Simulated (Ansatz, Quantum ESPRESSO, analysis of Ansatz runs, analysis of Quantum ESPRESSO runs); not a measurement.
## Cr on the Ga site in GaAs: charge-transition level, QE: PBE (Quantum ESPRESSO)

Aim: the charge-transition level of the Cr on the Ga site in GaAs, to be set beside the measurement. Set-up: QE: PBE, GBRV 1.5 PBE, 32-site cell, PBE lattice, k: the single point 1/4 1/4 1/4 then 2x2x2 shifted, start relaxed with Ansatz. The model is a cell of 32 host atoms with 1 Ga taken out and 1 Cr put in. The level is the Fermi energy at which two charge states have equal formation energy, after a correction for the images of the charge. Other potentials or another program check that the number doesn't hang on one set of files.

What was measured. (0/-1) level above the valence-band top: 0.74 eV (quoted in “First-principles investigation of the assumptions underlying model-Hamiltonian approaches to ferromagnetism of 3d impurities in III-V semiconductors”, 2004, Priya Mahadevan and Alex Zunger, quoting earlier work (2003)). The runs below try to reproduce this.

Method: Quantum ESPRESSO plane-wave DFT, PBE, GBRV 1.5 PBE potentials; relaxation of all atoms of a defect supercell, in Quantum ESPRESSO 7.5.

### Step 1. The starting structure

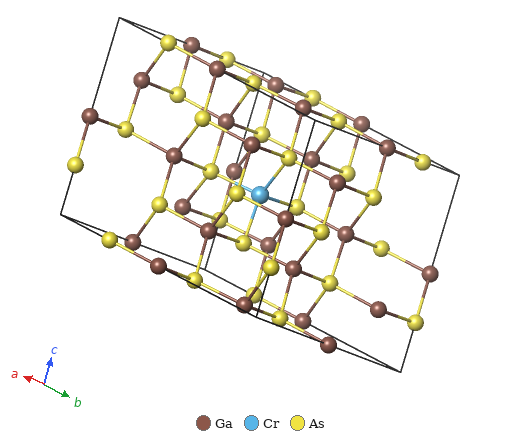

The starting structure, seen from a free direction (gallium brown, chromium blue, arsenic yellow). Some periodic images of atoms are drawn too.

The cell holds 32 atoms: 15 Ga, 1 Cr and 16 As. Cell: a = 9.937 Å, b = 9.937 Å, c = 9.937 Å, α = 109.5°, β = 109.5°, γ = 109.5°. It derives from GaAs (space group F-43m). Nearest the centre at fractional (0.250, 0.500, 0.250): Cr7 at 0.01 Å, As22 at 2.44 Å, As19 at 2.44 Å, As28 at 2.45 Å, As23 at 2.45 Å, Ga16 at 3.98 Å, Ga6 at 3.98 Å, Ga8 at 3.99 Å.

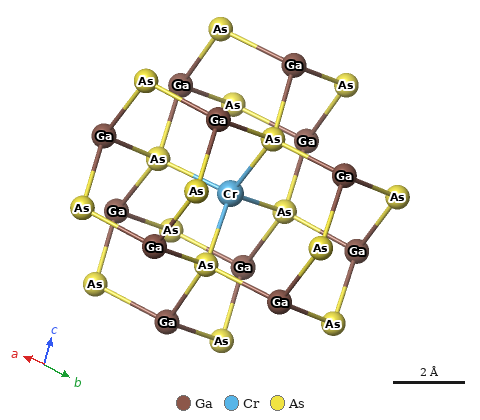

The atoms within 5 Å of the centre.

The host's primitive cell comes from a first run (Quantum ESPRESSO plane-wave DFT, PBE, GBRV 1.5 PBE potentials; relaxation of cell and atoms of a defect-free cell): vectors of 4.057, 4.057 and 4.057 Å. That is 23.60 Å³ an atom, 4.5 % over the diffraction cell's volume. The supercell is built on it.

This program's steps are dear, so the start below was first relaxed with Ansatz (plane-wave PAW DFT, PBE; 1.8 min).

### Step 2. Relaxation, charge 0

Every later number rests on the structure around the defect, so the atoms are relaxed at the host's lattice first.

pw.in

```
&CONTROL
  calculation = 'relax'
  prefix = 'pwscf'
  outdir = './tmp'
  pseudo_dir = './pseudo'
  tprnfor = .true.
  disk_io = 'low'
  nstep = 70
  forc_conv_thr = 0.00078
  etot_conv_thr = 0.0001
/
&SYSTEM
  ibrav = 0
  nat = 32
  ntyp = 3
  ecutwfc = 45
  ecutrho = 360
  nbnd = 195
  occupations = 'smearing'
  smearing = 'fd'
  degauss = 0.00073499
  nspin = 2
  starting_magnetization(1) = 0.0263
  starting_magnetization(2) = 0.0357
  starting_magnetization(3) = 0.1
  tot_magnetization = 3
  nosym = .true.
/
&ELECTRONS
  conv_thr = 3d-08
  electron_maxstep = 100
  mixing_beta = 0.3
/
&IONS
  ion_dynamics = 'bfgs'
/
ATOMIC_SPECIES
Ga    69.7230 ga_pbe_v1.4.uspp.F.UPF
Cr    51.9961 cr_pbe_v1.5.uspp.F.UPF
As    74.9216 as_pbe_v1.uspp.F.UPF
CELL_PARAMETERS angstrom
  -5.7369015769    5.7369015769   -5.7369015769
   5.7369015769    5.7369015769    5.7369015769
   5.7369015769   -5.7369015769   -5.7369015769
ATOMIC_POSITIONS crystal
Ga    -0.0008483678   -0.0039381530   -0.0033662851
Ga    -0.0012541183    0.2465988854    0.7449769766
Ga    -0.0017058788    0.5027567973    0.5021113028
Ga    -0.0017245070    0.7523677238    0.2522218913
Ga     0.2490487728   -0.0000383535    0.7492859083
Ga     0.2490483237    0.2537368404    0.4939470416
Cr     0.2507004546    0.5011874351    0.2498381296
Ga     0.2490591775    0.7444326111    0.0030607087
Ga     0.5001836166    0.0040315227    0.5036940374
Ga     0.4985701324    0.2460892825    0.2462551911
Ga     0.4988445267    0.4968495793   -0.0044072550
Ga     0.5001581345    0.7540343140    0.7537759417
Ga     0.7490806828   -0.0000035105    0.2493031428
Ga     0.7585409554    0.2554604499    0.0049615780
Ga     0.7491222401    0.5000179953    0.7493072685
Ga     0.7401200456    0.7463000390    0.4958440170
As    -0.0045600076   -0.0045704184    0.7450248974
As    -0.0012865869    0.2507891133    0.4966420283
As     0.0101477784    0.5088146780    0.2585668814
As    -0.0011582602    0.7472892588    0.0003511064
As     0.2490061025    0.0043166859    0.5001008256
As     0.2484120923    0.2511967109    0.2398635818
As     0.2481979572    0.4898706049   -0.0004564531
As     0.2489372277    0.7506796789    0.7537115675
As     0.4992336555   -0.0023350516    0.2507717916
As     0.5027078322    0.2490725181   -0.0014932672
As     0.4993039211    0.5011520822    0.7471420727
As     0.4892964973    0.7496584047    0.4995575285
As     0.7527789308    0.0023401768    0.0020803145
As     0.7527360887    0.2526508456    0.7517945326
As     0.7455026518    0.4985744034    0.4982174241
As     0.7455359383    0.7488380857    0.2481299847
K_POINTS crystal
1
0.25 0.25 0.25 1.0
```

Command:

```console
$ OMP_NUM_THREADS=1 mpirun -n 8 pw.x -in pw.in > pw.out
```

The log of the run:

```text
This program is part of the open-source Quantum ESPRESSO suite
     for quantum simulation of materials; please cite
         "P. Giannozzi et al., J. Phys.:Condens. Matter 21 395502 (2009);
         "P. Giannozzi et al., J. Phys.:Condens. Matter 29 465901 (2017);
         "P. Giannozzi et al., J. Chem. Phys. 152 154105 (2020);
          URL
     in publications or presentations arising from this work. More details at

     Subspace diagonalization in iterative solution of the eigenvalue problem:
     one sub-group per band group will be used
     scalapack distributed-memory algorithm (size of sub-group:  2*  2 procs)

     --------------------
     sticks:   dense  smooth     PW     G-vecs:    dense   smooth      PW
     Min        1190     595    159                73544    25977    3611
     Max        1191     596    160                73546    25978    3614
     Sum        9525    4763   1273               588361   207819   28897

     Using Slab Decomposition

     bravais-lattice index     =            0
     lattice parameter (alat)  =      18.7775  a.u.
     unit-cell volume          =    5096.6967 (a.u.)^3
     number of atoms/cell      =           32
     number of atomic types    =            3
     number of electrons       =       379.00 (up: 191.00, down: 188.00)
     number of Kohn-Sham states=          195
     kinetic-energy cutoff     =      45.0000  Ry
     charge density cutoff     =     360.0000  Ry
     scf convergence threshold =      3.0E-08
     mixing beta               =       0.3000
     number of iterations used =            8  plain     mixing
     energy convergence thresh.=      1.0E-04
     force convergence thresh. =      7.8E-04
     Exchange-correlation= SLA  PW   PBE  PBE
                           (   1   4   3   4   0   0   0)
     nstep                     =           70

     celldm(1)=  18.777462  celldm(2)=   0.000000  celldm(3)=   0.000000
     celldm(4)=   0.000000  celldm(5)=   0.000000  celldm(6)=   0.000000

     crystal axes: (cart. coord. in units of alat)
               a(1) = (  -0.577350   0.577350  -0.577350 )
               a(2) = (   0.577350   0.577350   0.577350 )
               a(3) = (   0.577350  -0.577350  -0.577350 )

     reciprocal axes: (cart. coord. in units 2 pi/alat)
               b(1) = (  0.000000  0.866025 -0.866025 )
               b(2) = (  0.866025  0.866025 -0.000000 )
               b(3) = (  0.866025  0.000000 -0.866025 )

     PseudoPot. # 1 for Ga read from file:
     ga_pbe_v1.4.uspp.F.UPF
     Pseudo is Ultrasoft + core correction, Zval = 19.0
     Generated by new atomic code, or converted to UPF format
     Using radial grid of  871 points,  6 beta functions with:
                l(1) =   0
                l(2) =   0
                l(3) =   1
                l(4) =   1
                l(5) =   2
                l(6) =   2
     Q(r) pseudized with  8 coefficients,  rinner =    1.250   1.250   1.250
                                                       1.250   1.250

     PseudoPot. # 2 for Cr read from file:
     cr_pbe_v1.5.uspp.F.UPF
     Pseudo is Ultrasoft + core correction, Zval = 14.0
     Generated by new atomic code, or converted to UPF format
     Using radial grid of  857 points,  6 beta functions with:
                l(1) =   0
                l(2) =   0
                l(3) =   1
                l(4) =   1
                l(5) =   2
                l(6) =   2
     Q(r) pseudized with  8 coefficients,  rinner =    0.950   0.950   0.950
                                                       0.950   0.950

     PseudoPot. # 3 for As read from file:
     as_pbe_v1.uspp.F.UPF
     Pseudo is Ultrasoft + core correction, Zval =  5.0
     Generated by new atomic code, or converted to UPF format
     Using radial grid of  875 points,  6 beta functions with:
                l(1) =   0
                l(2) =   0
                l(3) =   1
                l(4) =   1
                l(5) =   2
                l(6) =   2
     Q(r) pseudized with  8 coefficients,  rinner =    1.300   1.300   1.300
                                                       1.300   1.300

     atomic species   valence    mass     pseudopotential
     Ga               19.00    69.72300     Ga( 1.00)
     Cr               14.00    51.99610     Cr( 1.00)
     As                5.00    74.92160     As( 1.00)

     Starting magnetic structure
     atomic species   magnetization
     Ga              0.026
     Cr              0.036
     As              0.100

     No symmetry found

   Cartesian axes

     site n.     atom                  positions (alat units)
         1        Ga     tau(   1) = (  -0.0037274  -0.0008200   0.0001596  )
         2        Ga     tau(   2) = (   0.5732107  -0.2884628  -0.2870147  )
         3        Ga     tau(   3) = (   0.5811458  -0.0006122   0.0013576  )
         4        Ga     tau(   4) = (   0.5809957   0.2877637   0.2897550  )
         5        Ga     tau(   5) = (   0.2887899  -0.2888342  -0.5764109  )
         6        Ga     tau(   6) = (   0.2878874   0.0051027  -0.2824735  )
         7        Cr     tau(   7) = (   0.2888628   0.2898586   0.0003746  )
         8        Ga     tau(   8) = (   0.2877711   0.5718257   0.2842369  )
         9        Ga     tau(   9) = (   0.0043543   0.0003009  -0.5772614  )
        10        Ga     tau(  10) = (  -0.0035944   0.2877538  -0.2879454  )
        11        Ga     tau(  11) = (  -0.0036963   0.5774088   0.0013927  )
        12        Ga     tau(  12) = (   0.5817682   0.2889156  -0.2886173  )
        13        Ga     tau(  13) = (  -0.2885487   0.2885447  -0.5764192  )
        14        Ga     tau(  14) = (  -0.2875891   0.5825694  -0.2933182  )
        15        Ga     tau(  15) = (   0.2887924   0.2885787  -0.5764332  )
        16        Ga     tau(  16) = (   0.2898437   0.5719094  -0.2827077  )
        17        As     tau(  17) = (   0.4301343  -0.4354118  -0.4301463  )
        18        As     tau(  18) = (   0.4322724  -0.1426861  -0.1412004  )
        19        As     tau(  19) = (   0.4371891   0.1503395   0.1386218  )
        20        As     tau(  20) = (   0.4323191   0.4305762   0.4319137  )
        21        As     tau(  21) = (   0.1474618  -0.1424774  -0.4300048  )
        22        As     tau(  22) = (   0.1400930   0.1499640  -0.1368776  )
        23        As     tau(  23) = (   0.1392662   0.4263876   0.1397933  )
        24        As     tau(  24) = (   0.7248367   0.1419735  -0.1454744  )
        25        As     tau(  25) = (  -0.1447977   0.1421014  -0.4343640  )
[...]
atom   15 type  1   force =    -0.00000108   -0.00016255   -0.00006156
     atom   16 type  1   force =    -0.00003706   -0.00007440    0.00009860
[...]
Total force =     0.002051     Total SCF correction =     0.000346
     SCF correction compared to forces is large: reduce conv_thr to get better values

     BFGS Geometry Optimization
     Energy error            =      4.2E-06 Ry
     Gradient error          =      8.1E-04 Ry/Bohr

     number of scf cycles    =   1
     number of bfgs steps    =   0

     energy             new  =   -7050.5366956531 Ry

     new trust radius        =       0.0009099821 bohr
     new conv_thr            =       0.0000000300 Ry

ATOMIC_POSITIONS (crystal)
Ga              -0.0008498385       -0.0039393560       -0.0033802773
Ga              -0.0012557298        0.2465953856        0.7449805425
Ga              -0.0017134393        0.5027576026        0.5020999763
Ga              -0.0017195767        0.7523766472        0.2522298520
Ga               0.2490457703       -0.0000448582        0.7492884764
Ga               0.2490454465        0.2537283509        0.4939438967
Cr               0.2506700422        0.5011605500        0.2498289823
Ga               0.2490584619        0.7444331589        0.0030554773
Ga               0.5001775517        0.0040290611        0.5036790426
Ga               0.4985727226        0.2460914499        0.2462620856
Ga               0.4988372023        0.4968532860       -0.0044186785
Ga               0.5001584244        0.7540318155        0.7537801799
Ga               0.7490710021       -0.0000155187        0.2493059829
Ga               0.7585222151        0.2554512951        0.0049481003
Ga               0.7491175825        0.5000104490        0.7493100579
Ga               0.7401120667        0.7462948986        0.4958377605
[...]
NEW-OLD atomic charge density approx. for the potential

     negative rho (up, down):  0.000E+00 3.668E-03
     Generating pointlists ...

     Self-consistent Calculation

     iteration #  1     ecut=    45.00 Ry     beta= 0.30
     Davidson diagonalization with overlap
     ethr =  1.00E-06,  avg # of iterations =  2.0

     Threshold (ethr) on eigenvalues was too large:
     Diagonalizing with lowered threshold

     Davidson diagonalization with overlap
     ethr =  2.76E-10,  avg # of iterations =  7.0

     negative rho (up, down):  0.000E+00 3.669E-03

     total energy              =   -7050.53669905 Ry
     estimated scf accuracy    <       0.00000110 Ry

     total magnetization       =     3.00 Bohr mag/cell
     absolute magnetization    =     3.93 Bohr mag/cell

     iteration #  2     ecut=    45.00 Ry     beta= 0.30
     Davidson diagonalization with overlap
     ethr =  2.90E-10,  avg # of iterations =  7.0

     negative rho (up, down):  0.000E+00 3.668E-03

     total energy              =   -7050.53669895 Ry
     estimated scf accuracy    <       0.00000643 Ry

     total magnetization       =     3.00 Bohr mag/cell
     absolute magnetization    =     3.93 Bohr mag/cell

     iteration #  3     ecut=    45.00 Ry     beta= 0.30
     Davidson diagonalization with overlap
     ethr =  2.90E-10,  avg # of iterations =  6.0

     negative rho (up, down):  0.000E+00 3.669E-03

     total energy              =   -7050.53669944 Ry
     estimated scf accuracy    <       0.00000006 Ry

     total magnetization       =     3.00 Bohr mag/cell
     absolute magnetization    =     3.93 Bohr mag/cell

     iteration #  4     ecut=    45.00 Ry     beta= 0.30
     Davidson diagonalization with overlap
     ethr =  1.57E-11,  avg # of iterations =  4.5

     negative rho (up, down):  0.000E+00 3.670E-03

     Magnetic moment per site  (integrated on atomic sphere of radius R)
[...]
atom  25 (R=0.101)  charge=  2.6945  magn=  0.0009
     atom  26 (R=0.101)  charge=  2.6903  magn= -0.0076
     atom  27 (R=0.101)  charge=  2.6953  magn=  0.0014
     atom  28 (R=0.101)  charge=  2.7050  magn= -0.0521
     atom  29 (R=0.101)  charge=  2.6966  magn=  0.0028
     atom  30 (R=0.101)  charge=  2.6960  magn=  0.0022
     atom  31 (R=0.101)  charge=  2.6951  magn=  0.0015
     atom  32 (R=0.101)  charge=  2.6945  magn=  0.0009

     End of self-consistent calculation

 ------ SPIN UP ------------

          k = 0.4330 0.4330-0.4330 ( 25972 PWs)   bands (ev):

[...]
7.4110   8.1055   8.1404

 ------ SPIN DOWN ----------

          k = 0.4330 0.4330-0.4330 ( 25972 PWs)   bands (ev):

[...]
-3.7584  -3.7583  -3.7468  -3.7420  -3.7415  -3.7386  -3.7365  -3.7278
    -3.7178  -3.7042  -3.7035  -3.4950   0.6173   0.6174   0.6404   0.6440
     0.6497   0.6702   0.6708   0.6760   0.6999   0.7099   0.7102   1.9593
     2.6889   2.6895   2.7141   3.3480   3.6371   3.6474   3.6671   3.6674
     3.6980   3.7045   3.7277   3.7281   3.8759   3.8939   3.8944   4.3479
     4.7936   4.8148   4.8364   4.8404   4.8407   4.8577   4.8654   4.8660
     4.8750   4.9880   4.9890   5.0216   5.9037   5.9041   5.9967   6.0855
     6.1254   6.1357   6.1359   6.1416   8.0159   8.0626   8.1146   8.1171
     8.1286   8.3706   8.4804

     the spin up/dw Fermi energies are     7.2930    7.0767 ev

!    total energy              =   -7050.53669946 Ry
     estimated scf accuracy    <       0.00000002 Ry
     smearing contrib. (-TS)   =      -0.00000030 Ry
     internal energy E=F+TS    =   -7050.53669916 Ry

     The total energy is F=E-TS. E is the sum of the following terms:
     one-electron contribution =   -6309.30650067 Ry
     hartree contribution      =    3272.46338519 Ry
     xc contribution           =   -1255.79276004 Ry
     ewald contribution        =   -2757.90082364 Ry

     total magnetization       =     3.00 Bohr mag/cell
     absolute magnetization    =     3.93 Bohr mag/cell

     convergence has been achieved in   4 iterations

     negative rho (up, down):  0.000E+00 3.670E-03

     Forces acting on atoms (cartesian axes, Ry/au):

[...]
atom   25 type  3   force =    -0.00006802   -0.00011709   -0.00008113
     atom   26 type  3   force =     0.00001129   -0.00006930   -0.00013939
     atom   27 type  3   force =     0.00006893    0.00018181    0.00012907
     atom   28 type  3   force =     0.00016944    0.00035705   -0.00011172
     atom   29 type  3   force =     0.00006758    0.00003151   -0.00012901
     atom   30 type  3   force =     0.00007034    0.00015839   -0.00012995
     atom   31 type  3   force =    -0.00006990   -0.00010610    0.00020353
     atom   32 type  3   force =    -0.00001851   -0.00011126    0.00009300

     Total force =     0.001619     Total SCF correction =     0.000401
     SCF correction compared to forces is large: reduce conv_thr to get better values
     Energy error            =      3.8E-06 Ry
     Gradient error          =      6.7E-04 Ry/Bohr

     bfgs converged in   2 scf cycles and   1 bfgs steps
     (criteria: energy <  1.0E-04 Ry, force <  7.8E-04 Ry/Bohr)

     End of BFGS Geometry Optimization

     Final energy             =   -7050.5366994568 Ry

     File ./tmp/pwscf.bfgs deleted, as requested
Begin final coordinates

ATOMIC_POSITIONS (crystal)
[...]
As               0.4992327831       -0.0023453151        0.2507743796
As               0.5027146604        0.2490689549       -0.0014833912
As               0.4993087354        0.5011693134        0.7471412342
As               0.4893270708        0.7496923652        0.4995774823
As               0.7527888778        0.0023466213        0.0020911667
As               0.7527557315        0.2526666450        0.7518083820
As               0.7454852254        0.4985643073        0.4981992163
As               0.7455250988        0.7488319137        0.2481244524
End final coordinates

=------------------------------------------------------------------------------=
   JOB DONE.
=------------------------------------------------------------------------------=
```

Run time: 10 min. Hardware: 8 MPI ranks of Arm Neoverse N1, shared host; peak memory 3.2 GiB.

Hardly anything moved in the relaxation; the energy changed by under 0.2 meV an atom.

Neighbours of Cr7 at the end:

```
atom  distance (Å)
As28         2.443
As23         2.444
As22         2.445
As19         2.446
Ga16         3.971
 Ga8         3.976
 Ga6         3.988
Ga14         3.993
```

This step gave:

```
total moment                          : 3.000 μB
integral of the absolute spin density : 3.926 μB
```

[end of part 1 of 4]

[Logs are printed without paths, hosts, clocks, repeated set-up lines and the standing remarks that a program may print on its own settings, such as how far it seeks lower states.]

[Hosts, paths, dates, database ids (printed as entryN), source tags and the programs' standing remarks are cut or masked in the printed files.]

[For some hosts the program warned that the k-mesh of the response run may be too coarse for force constants and the static dielectric constant; such warnings are not shown here.]
